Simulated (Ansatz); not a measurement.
```
Ga In P
1.0
     0.00000    5.95979   -5.95979
    -5.95979    0.00000   -5.95979
    -5.95979    5.95979    0.00000
Ga In P
1 6 8
Direct
  0.03964 0.96036 0.46036
  0.52149 0.51083 0.49670
  0.97098 0.51083 0.49670
  0.52149 0.99670 0.01083
  0.97098 0.99670 0.01083
  0.50693 0.49307 0.99307
  0.00659 0.49341 0.99341
  0.60181 0.11432 0.18205
  0.14030 0.10913 0.11027
  0.63208 0.62019 0.12019
  0.12755 0.62019 0.12019
  0.72486 0.14097 0.64097
  0.99319 0.14097 0.64097
  0.60181 0.68205 0.61432
  0.14030 0.61027 0.60913
```

Computed without spin polarisation.

Theory: DFT PBE, scalar-relativistic, plane waves, PAW (Ansatz 0.2.0).

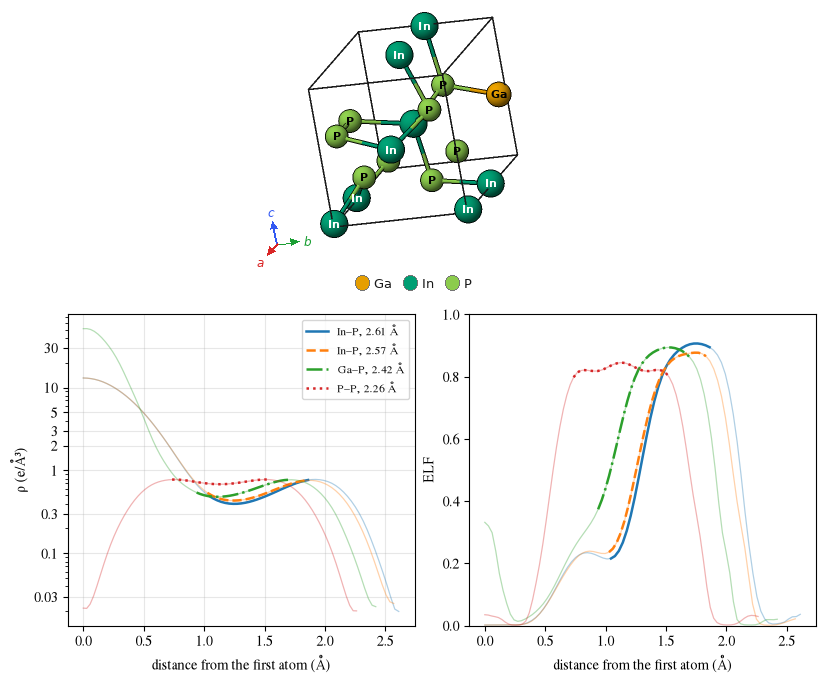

In6GaP8 (cell with a defect). Valence pseudo-density and ELF along straight lines between neighbouring atoms. Thin, pale parts lie inside the atomic spheres. The structure is drawn too.

In a PAW calculation such maps are meaningful between the atoms, not at the nuclei.

### What can be read from the curves?

In–P (2.61 Å): ρ is about 0.4 e/Å³ halfway; the ELF peaks at about 0.90 in the valence shell of P, 0.8 Å from its nucleus, and is about 0.55 at the midpoint.
In–P (2.57 Å): ρ is about 0.44 e/Å³ halfway; the ELF peaks at about 0.90 in the valence shell of P, 0.8 Å from its nucleus, and is about 0.55 at the midpoint.
Ga–P (2.42 Å): ρ at the midpoint is about 0.5 e/Å³; the ELF peaks at about 0.90 in the valence shell of P, 0.9 Å from its nucleus, and is about 0.75 at the midpoint.
P–P (2.26 Å): ρ at the midpoint is about 0.68 e/Å³; the ELF peaks at about 0.85 between the atoms.
